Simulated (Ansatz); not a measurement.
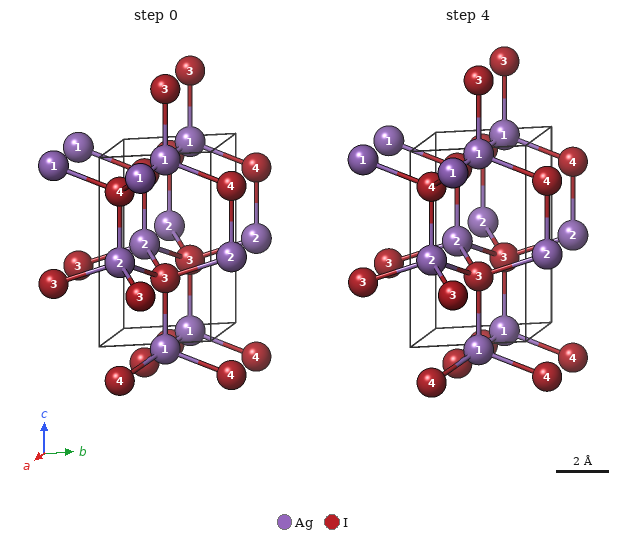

The structure of a crystal of AgI (built on the wurtzite type) before (left) and after (right) a relaxation, at one scale.

Style: ball-and-stick. Shown: the cell of the calculation, repeated 2 × 1 × 1 with one cell outlined, slightly off an axis.

The calculation used DFT, PBE, plane waves, PAW (Ansatz).

The input:
```yaml
crystal:
  lattice:
    - [4.5304129289, 0.0, 0.0]
    - [-2.2652064645, 3.9234526861, 0.0]
    - [0.0, 0.0, 7.398164313]
  atoms:
    - { symbol: Ag, position: [0.3333333333, 0.6666666667, 0.0] }
    - { symbol: Ag, position: [0.6666666667, 0.3333333333, 0.5] }
    - { symbol: I, position: [0.3333333333, 0.6666666667, 0.375] }
    - { symbol: I, position: [0.6666666667, 0.3333333333, 0.875] }
kpoints:
  mp_grid: { grid: [6, 6, 4] }
hamiltonian:
  xc: pbe
scf:
  occupations: { method: fermi_dirac, width: 0.02 }
relax:
  f_tol: 0.005
  cell: {}
```

Launched with:
```bash
ansatz run input.yaml --threads 2 --pin off --max-ram 2211MiB --backend cpu --events-out ev --progress --plain --runs-dir out
```

### Describe what moved and what it gained.

The atoms keep their places relative to the cell (all moves are under 0.005 Å). The volume changes by +10.8 %, with a = b 4.530 → 4.686 Å (+3.4 %), c 7.398 → 7.664 Å (+3.6 %). Near-neighbour distances that change, for instance: Ag1–I3 2.774 → 2.872 Å. The space group stays P6_3mc (No. 186). Over 3 accepted moves (4 points after the start) the energy falls by 34.6 meV per atom. Largest force component: 0.00093 eV/Å at the start, 0.00036 eV/Å at the end. Pressure: 3.49 GPa at the start and −0.01 GPa at the end. At 1 point the geometry stayed and the basis and grid were re-selected for the new cell (energy shift of 0.5 meV per atom at most each time).
